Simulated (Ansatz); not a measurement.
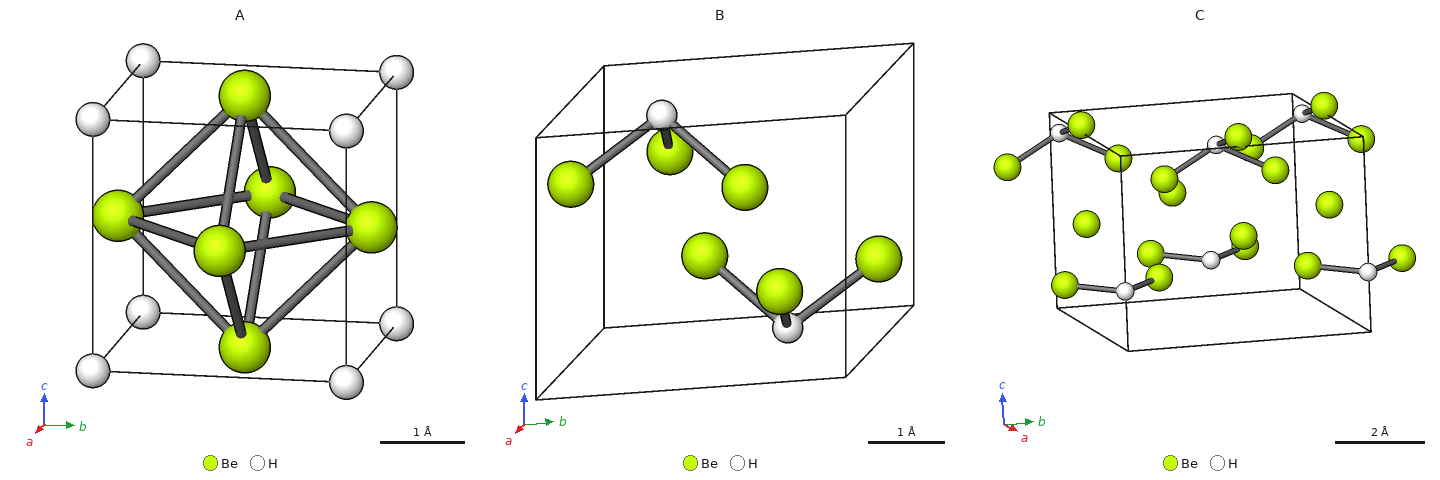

Three structures of Be₃H, each relaxed to rest (conventional cells in solid outline, small ones repeated, each panel with its own scale). Method: DFT PBE, scalar-relativistic, plane waves, PAW (Ansatz), without spin polarisation.

### Name the structure in each panel.

A: Cu₃Au (L1₂) type, Pm-3m; B: 8 atoms a cell on a primitive hexagonal lattice, P-3; C: 16 atoms a cell on a base-centred monoclinic lattice, Cm.

### Which of these is lowest in energy, and how far above it do the others lie?

C, then B (+139 meV/atom) and A (+445 meV/atom), energies at zero smearing.

### Collect the results in a table.

| panel | structure | E − E(lowest) (meV/atom) | volume (Å³/atom) | gap (eV) |
| --- | --- | --- | --- | --- |
| C | Cm | 0 | 7.6 | metal |
| B | P-3 | 139 | 7.2 | metal |
| A | Pm-3m | 445 | 7.3 | metal |

Some of these may be structure types tried for this composition rather than known phases, and the most stable form need not be among them. Gaps are taken on the k-mesh or band path of each run.
